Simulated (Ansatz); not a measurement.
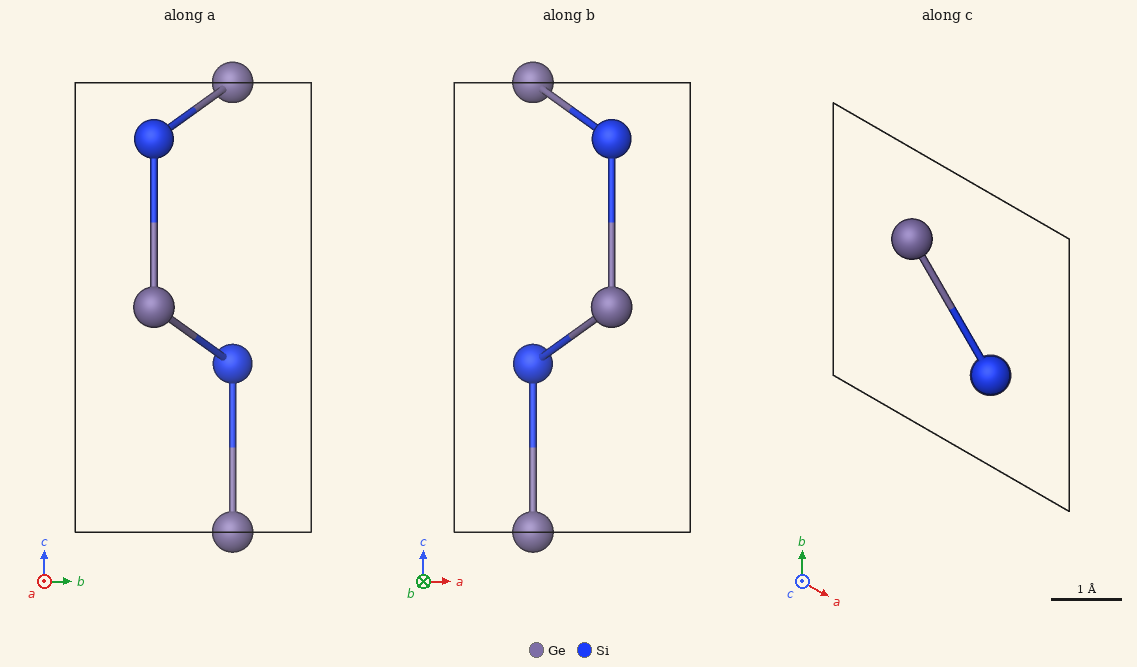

A ball-and-stick rendering, viewed along the a axis, along the b axis and along the c axis. One conventional unit cell is framed, with atoms on its boundary repeated.

Lattice parameters: a = 3.906 Å, b = 3.906 Å, c = 6.448 Å, α = 90.00°, β = 90.00°, γ = 120.00°. Put a along x and b in the xy plane.

### Transcribe the picture into a POSCAR file.

```
Ge Si
1.0
     3.906    0.000    0.000
    -1.953    3.383    0.000
     0.000    0.000    6.448
Ge Si
2 2
Direct
  0.3333 0.6667 0.0004
  0.6667 0.3333 0.5004
  0.3333 0.6667 0.3746
  0.6667 0.3333 0.8746
```

Its origin is a structure type filled with these elements by a generator (whether the compound takes this form wasn't checked). Earlier steps of the study may have refined or changed the cell and positions. An electronic-structure calculation with Ansatz was run on it.
